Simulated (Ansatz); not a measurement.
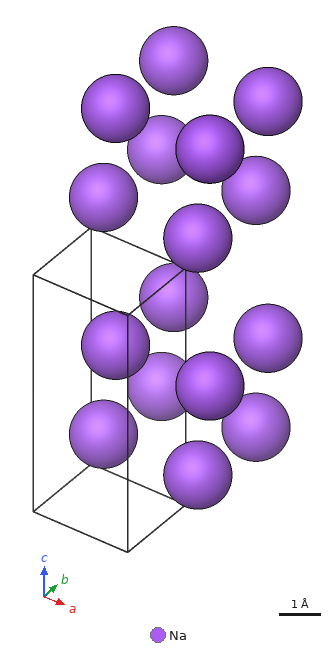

The starting point is a symmetric starting cell of Na. A spheres-only model of the cell of the calculation, repeated 2 × 2 × 2 with one cell outlined, seen slightly off an axis.

These are results of Ansatz 0.2.0, DFT PBEsol, scalar-relativistic, plane waves, PAW, not measurements. (plane-wave cutoff 420 eV; k-point mesh 15 × 15 × 8; occupations gaussian; smearing width 0.1 eV; no spin polarisation)

Now this is done to it. All lengths are scaled by −2.1 % (volume −6.2 %), the atoms keeping their fractional coordinates. No relaxation follows. The starting cell wasn't computed here and needn't be at equilibrium, so pressure and forces aren't due to the change alone.

What does the calculation give for the changed structure?

Answer. Among the bonded contacts that change: Na–Na 3.768 → 3.688 Å. The space group stays P6_3/mmc (No. 194). The pressure is 0.2 GPa (not all of it need come from the change, since the unchanged cell can be under pressure at this level too). All forces vanish by symmetry.

The changed structure in the same view:

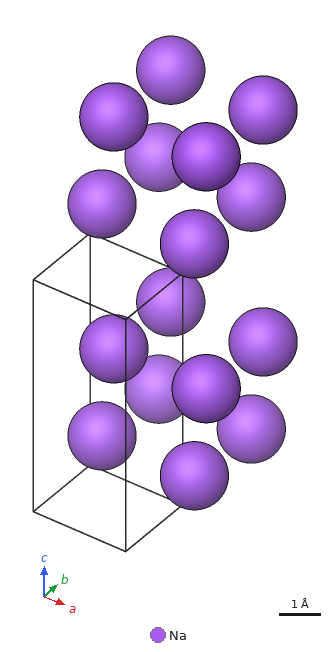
